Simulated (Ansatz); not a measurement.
```yaml
crystal:
  lattice:
    - [0.00000, 0.00000, 3.27491]
    - [0.00000, -6.58244, 0.00000]
    - [13.16488, 0.00000, -0.32749]
  atoms:
    - { symbol: Si, position: [0.04420, 0.36592, 0.94204] }
    - { symbol: Si, position: [0.99420, 0.36592, 0.44204] }
    - { symbol: Si, position: [0.98080, 0.63408, 0.30796] }
    - { symbol: Si, position: [0.03080, 0.63408, 0.80796] }
    - { symbol: Si, position: [0.96920, 0.13408, 0.19204] }
    - { symbol: Si, position: [0.01920, 0.13408, 0.69204] }
    - { symbol: Si, position: [0.95580, 0.86592, 0.05796] }
    - { symbol: Si, position: [0.00580, 0.86592, 0.55796] }
    - { symbol: W, position: [0.96250, 0.50000, 0.12500] }
    - { symbol: W, position: [0.01250, 0.50000, 0.62500] }
    - { symbol: W, position: [0.98750, 0.00000, 0.37500] }
    - { symbol: W, position: [0.03750, 0.00000, 0.87500] }
    - { symbol: W, position: [0.47049, 0.84014, 0.20493] }
    - { symbol: W, position: [0.52049, 0.84014, 0.70493] }
    - { symbol: W, position: [0.45451, 0.15986, 0.04507] }
    - { symbol: W, position: [0.50451, 0.15986, 0.54507] }
    - { symbol: W, position: [0.54549, 0.65986, 0.95493] }
    - { symbol: W, position: [0.49549, 0.65986, 0.45493] }
    - { symbol: W, position: [0.47951, 0.34014, 0.29507] }
    - { symbol: W, position: [0.52951, 0.34014, 0.79507] }
```

Space group P2₁; a structure from a database of computed crystals, not necessarily the ambient phase; not relaxed (largest force 2.0 eV/Å).

Computed with Ansatz 0.2.0, DFT PBEsol, scalar-relativistic, plane waves, PAW.

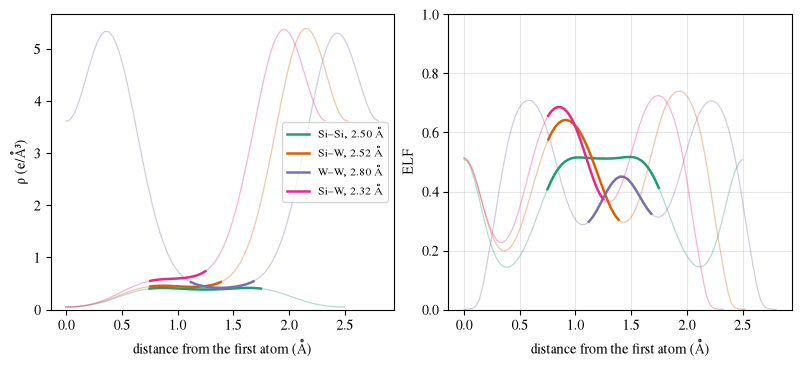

Si2W3. Valence charge density (pseudo) and ELF along straight lines between neighbouring atoms. Thin, pale parts lie inside the atomic spheres.

The density is the valence pseudo-density of a PAW calculation; it isn't the true density close to the nuclei.

Compare the contacts.

Si–Si (2.50 Å): ρ is about 0.38 e/Å³ halfway; the ELF peaks at about 0.50 in the valence shell of Si, 1.0 Å from its nucleus, and is about 0.50 at the midpoint.
Si–W (2.52 Å): the density is about 0.45 e/Å³ at the midpoint; the ELF peaks at about 0.65 in the valence shell of Si, 0.9 Å from its nucleus, and is about 0.40 at the midpoint.
W–W (2.80 Å): the density is about 0.42 e/Å³ at the midpoint; the ELF is about 0.45 at the midpoint.
Si–W (2.32 Å): the density is about 0.65 e/Å³ at the midpoint; the ELF peaks at about 0.70 in the valence shell of Si, 0.8 Å from its nucleus, and is about 0.45 at the midpoint.
